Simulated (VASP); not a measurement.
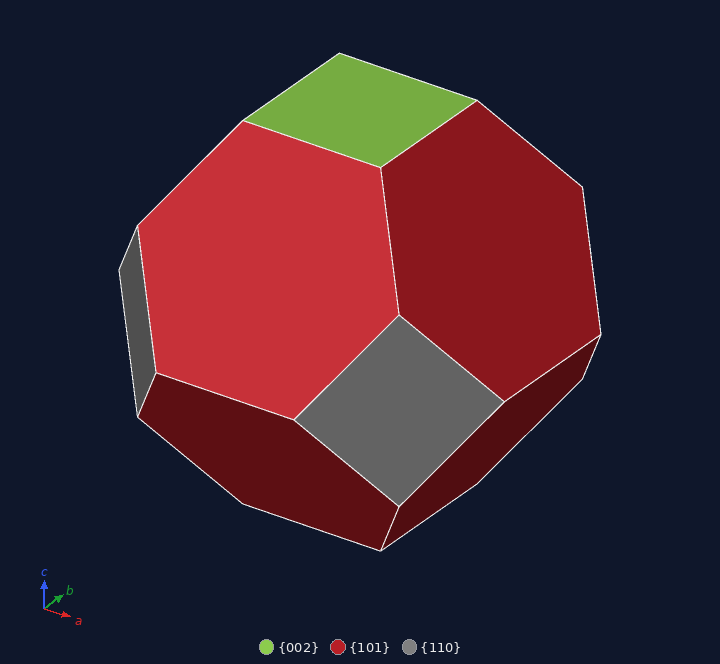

HfO2, space group P4_2/nmc (No. 137), a = 3.558 Å, b = 3.558 Å, c = 5.172 Å, α = 90.00°, β = 90.00°, γ = 90.00°. Crystal habit computed by the BFDH rule (growth rate of a face proportional to 1/d, systematic absences taken into account). This is a geometric estimate, not an energy calculation. Origin: a cell listed in the Materials Project, as set up for an electronic-structure calculation. Forms under 0.4 % of the area are left out.

Why is the form written {002} rather than {001}?

The reflection 001 is extinguished by the screw axis (and also by a glide plane) of P4_2/nmc: equivalent layers repeat every d/2 = 2.586 Å, and the rule uses that shorter spacing.

Describe the habit.

It is roughly equant (blocky). Widths along a, b and c stand as 1.00 : 1.00 : 0.93.

Which form makes up most of the surface, and how much?

{101}, with 8 faces and about 78 % of the area; its spacing is d = 2.931 Å.

List the forms with their spacings and shares.

| form | faces | d (Å) | share of area (%) |
| --- | --- | --- | --- |
| {101} | 8 | 2.931 | 77.6 |
| {110} | 4 | 2.516 | 14.0 |
| {002} | 2 | 2.586 | 8.4 |
